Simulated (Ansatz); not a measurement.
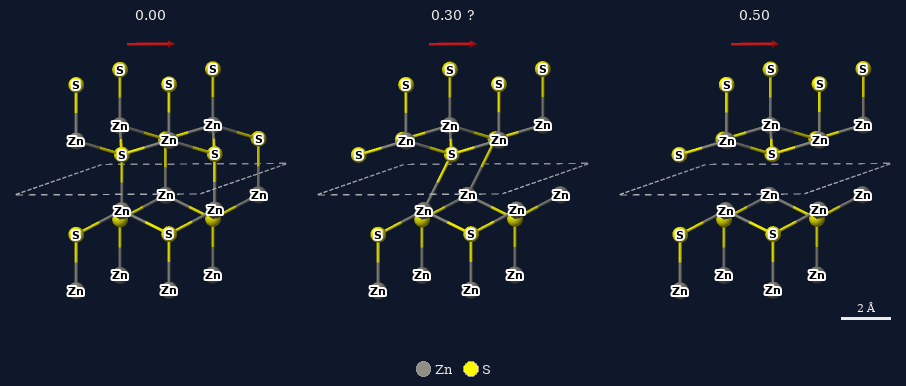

A scan of solid ZnS (P6_3mc): the crystal above a cut along the (0 0 1) plane of the conventional cell (between a plane of Zn below and one of S above, 2.36 Å apart) is slid rigidly by fractions of an in-plane lattice vector 3.85 Å long (a generalised stacking fault). One cut stands in each cell, which starts 12.6 Å high; nothing is relaxed, and the dashed outline marks the cut, the arrow on top the direction of slip. The picture is a ball-and-stick view of the layers on both sides of the cut, seen from the side, nearly along the cut plane.

Level of theory: DFT PBE, scalar-relativistic, plane waves, PAW in Ansatz 0.2.0. (plane-wave cutoff 420 eV; k-point mesh 8 × 8 × 2; occupations gaussian; smearing width 0.05 eV; no spin polarisation). Energies (free energies at the smearing named) are counted from the relaxed crystal.

```json
{"slip (fraction of the lattice vector)": "0.00", "γ (mJ/m²)": "0"}
{"slip (fraction of the lattice vector)": "0.10", "γ (mJ/m²)": "58"}
{"slip (fraction of the lattice vector)": "0.20", "γ (mJ/m²)": "236"}
{"slip (fraction of the lattice vector)": "0.30", "γ (mJ/m²)": "?"}
{"slip (fraction of the lattice vector)": "0.40", "γ (mJ/m²)": "796"}
{"slip (fraction of the lattice vector)": "0.50", "γ (mJ/m²)": "919"}
```

**Fill in the missing row.**

A straight line between the two neighbours gives 516 mJ/m². A cubic through the four nearest rows (0.10, 0.20, 0.40, 0.50) gives, with Lagrange weights, (−0.1667)(58) + (0.6667)(236) + (0.6667)(796) + (−0.1667)(919) = 525 mJ/m². The calculation gives 516 mJ/m², so the cubic is 9 mJ/m² too high, while the straight line is right to the digits shown.

The whole profile:

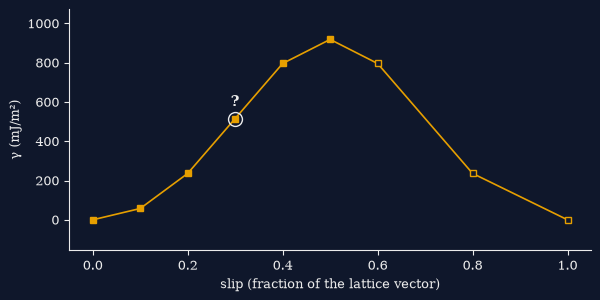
